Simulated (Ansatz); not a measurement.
LiCl

The calculation's input:

```
crystal:
  lattice:
    - [3.1693915837, 0.0, 0.0]
    - [0.0, 3.2711235254, 0.0]
    - [0.0, 0.0, 3.2711235254]
  atoms:
    - { symbol: Li, position: [0.0, 0.0, 0.0] }
    - { symbol: Cl, position: [0.5, 0.5, 0.5] }
kpoints:
  mp_grid: { grid: [6, 6, 6] }
  band_path:
    path: [[0.0, 0.0, 0.0], [0.0, 0.5, 0.0], [0.5, 0.5, 0.0], [0.5, 0.5, 0.5]]
    npoints: 1
hamiltonian:
  xc: hse06
scf:
  occupations: { method: fixed }
  n_extra_bands: 4
output:
  forces: true
  stress: true
  eigenvalues: true
  write_density: true
  write_potential: true
  elf: true
  volumetric_format: npy
```

Launched as:

```sh
ansatz run input.yaml --threads 4 --pin off --max-ram 3686MiB --backend cpu --events-out ev --progress --plain --runs-dir out
```

Below, planes, directions and counts refer to the conventional cell (a = 3.27 Å, b = 3.27 Å, c = 3.17 Å, α = 90.00°, β = 90.00°, γ = 90.00°).

Space group P4/mmm; started from the CsCl prototype, which need not be the ambient phase; changed on purpose from its base cell (uniaxial x strain -3.1%).

The calculation used DFT, HSE06, plane waves, PAW in Ansatz 0.2.0.

Core electrons are frozen (PAW), and the valence fields are smoothed inside the atomic spheres.

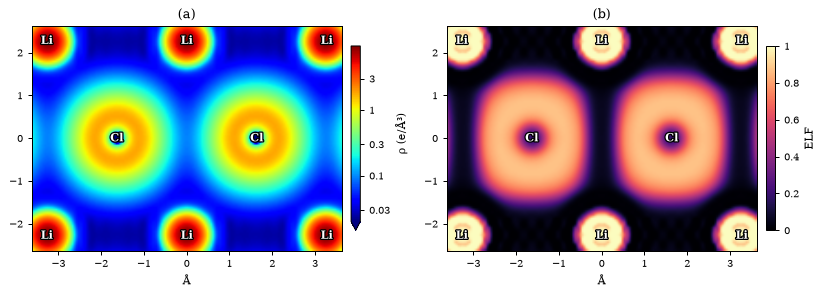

Figure 1. (a) valence electron density; (b) ELF on the (101̄) plane of the conventional cell.

> Read the bonding off the picture.

- Atoms in the plane: Li and Cl.
- Li–Cl (2.80 Å): ρ at the midpoint is about 0.14 e/Å³; the ELF peaks at about 0.85 in the valence shell of Cl, 0.8 Å from its nucleus, and falls to about 0 next to Li; a largely ionic contact.
- Between the atoms the lowest density in this plane is 0.02 e/Å³.
- The features right at Li lie inside the PAW spheres, where the map follows smoothed inner orbitals and isn't to be read closely.

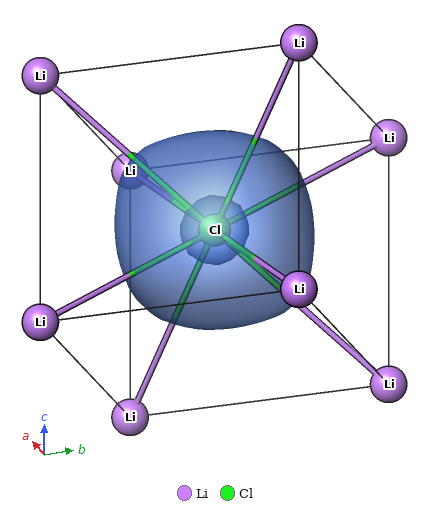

Figure 2. Isosurface of the ELF at 0.7 (blue), seen at an oblique angle. Only the valence region is drawn (cores and ρ < 0.01 e/Å³ removed). Sticks mark near contacts.

> What do the ELF domains correspond to?

The ELF exceeds this value in one region wrapped around Cl (its valence shell), counted in one cell of 2 atoms. Regions shared between cells count once.

> Does the calculation make it a metal, or give it a gap?

It is gapped, with a Kohn–Sham gap of 5.6 eV on the k-point mesh, an upper bound to the gap of this method.
